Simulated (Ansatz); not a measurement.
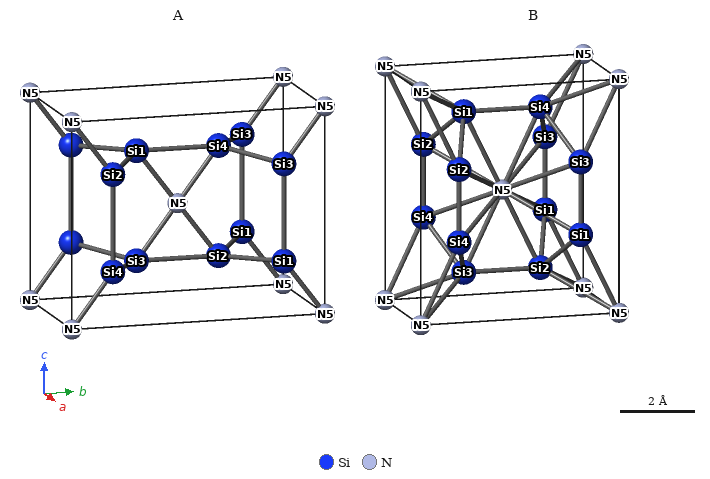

Two geometries of a crystal of Si₄N (a generated structure, set up in Immm) (coarse preliminary run), drawn at one scale. One is the start of a relaxation, the other its converged end. The picture is a ball-and-stick view of the conventional cell (2 times the calculation's cell), seen slightly off an axis. Lengths and directions refer to the drawn axes.

These are results of Ansatz 0.2.0, DFT PBE, scalar-relativistic, plane waves, PAW, not measurements. (plane-wave cutoff 420 eV; k-point mesh 6 × 6 × 6; occupations gaussian; smearing width 0.1 eV; no spin polarisation; cell and atoms relaxed; force threshold 0.04 eV/Å; at most 70 steps)

### Which one is relaxed?

Structure A is the relaxed one. The largest moves relative to the cell, 0.51 Å, are those of Si1, Si2, Si3 and Si4. Si4 goes along [0 −1 −3]. N stays in place. The volume changes by +32.6 %, with a 3.407 → 3.988 Å (+17.0 %), b 5.634 → 7.194 Å (+27.7 %), c 6.509 → 5.777 Å (−11.2 %). Among the contacts that change: Si1–Si3 4.479 → 3.067 Å, Si1–N5 2.630 → 3.424 Å, Si1–Si3 (another image) 2.029 → 2.710 Å, Si1–Si2 2.977 → 3.574 Å. Bond angles that change, for instance: Si2–Si1–Si3 123.9° → 94.3°, Si2–Si1–Si4 106.9° → 122.3°, Si2–Si1–Si2 101.9° → 114.6°. The space group stays Immm (No. 71). Over 15 accepted moves (18 points after the start) the energy falls by 6.223 eV per cell of the calculation. Largest force component: 3.9 eV/Å at the start, 0.007 eV/Å at the end. The pressure goes from 47.15 to 0.05 GPa. The line search rejected the trial step at point 9 of the run. The SCF was repeated twice at an unchanged geometry on a basis and grid sized afresh for the cell, which shifted the energy by 0.212 eV per cell of the calculation at most.
